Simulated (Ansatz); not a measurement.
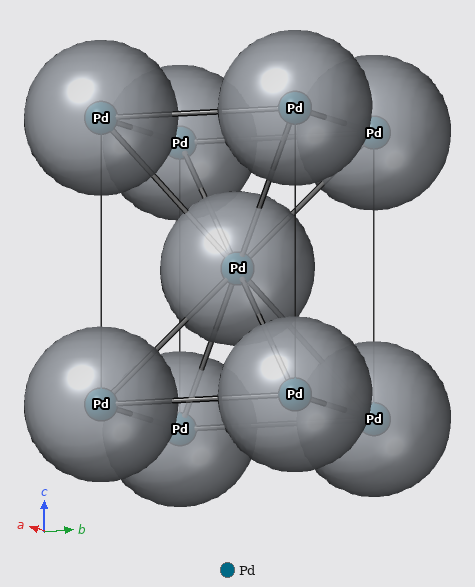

The picture shows: Pd. Isosurface of the valence charge density (pseudo) at 0.5 e/Å³ (grey), seen at an oblique angle. Sticks mark near contacts.

Space group I4/mmm; changed on purpose from its base cell (strain +0.050 along x and y, +0.025 along z, atoms carried along); computed pressure about −19 GPa in this cell.

All numbers below come from DFT PBEsol, scalar-relativistic, plane waves, PAW in Ansatz 0.2.0.

Core electrons are frozen (PAW), and the valence fields are smoothed inside the atomic spheres.

Question: What does this surface tell about the bonding?

Answer: At this value the density breaks into separate islands; it holds about 85 % of the electrons treated as valence (semicore included). It bridges none of the near contacts. It is pinched off along the sampled Pd–Pd (2.85 Å) contacts. On the grid the lowest density along these lines, outside the cores, is 0.24 e/Å³ (Pd–Pd, 2.85 Å).

Question: Does the calculation give a band gap?

Answer: It is metallic or semimetallic at this level of theory: no gap opens.
